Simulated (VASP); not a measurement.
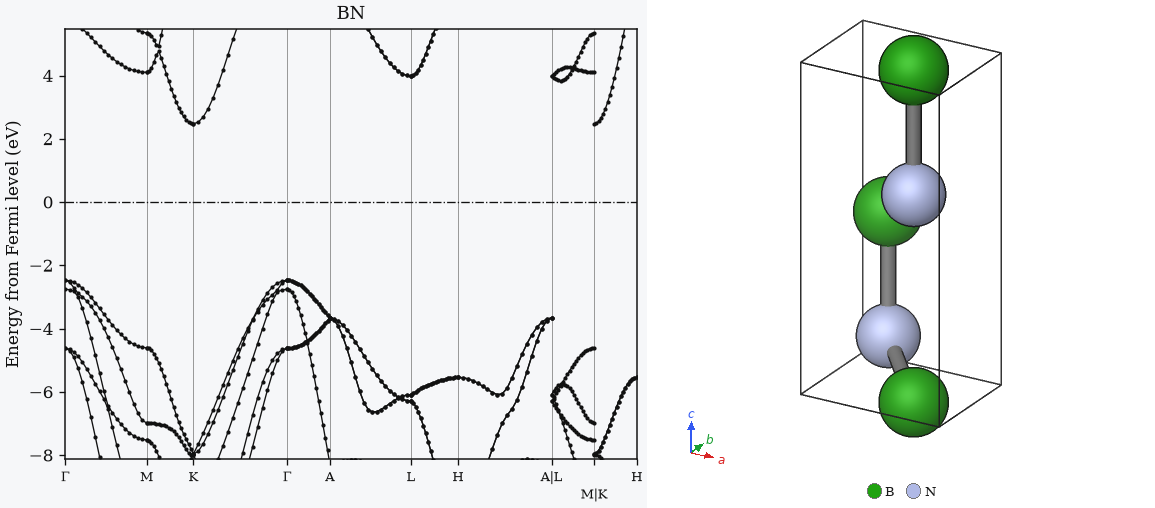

Band structure, beside the structure. Energies are counted from the Fermi level, put mid-gap where there is a gap.

Structure: wurtzite BN, space group P6_3mc, 4 atoms in the cell; a = 2.542 Å, c = 4.204 Å (hexagonal axes).

Level of theory: PBEsol, VASP PAW PBE potentials, release 64 (B, N), no spin polarisation, no spin-orbit coupling, 12×12×6 k mesh, 520 eV cutoff, Gaussian smearing of 0.02 eV; code VASP 6.6.1.

Q: What does the band structure say about the gap?

A: The material is gapped. The gap along this path is 4.95 eV and indirect, from the valence-band top at Γ to the conduction-band bottom at K; the smallest direct gap is 8.20 eV, between Γ and M.

Q: How many bands meet at the valence-band top?

A: Two bands meet at the valence-band top at Γ: it is doubly degenerate (spin aside).

The PAW data sets were made with another functional. LDA, GGA and most meta-GGA functionals understate gaps. The usual form of BN is layered hexagonal. The cell was derived from a database entry in an earlier step, so it needn't be the measured one.
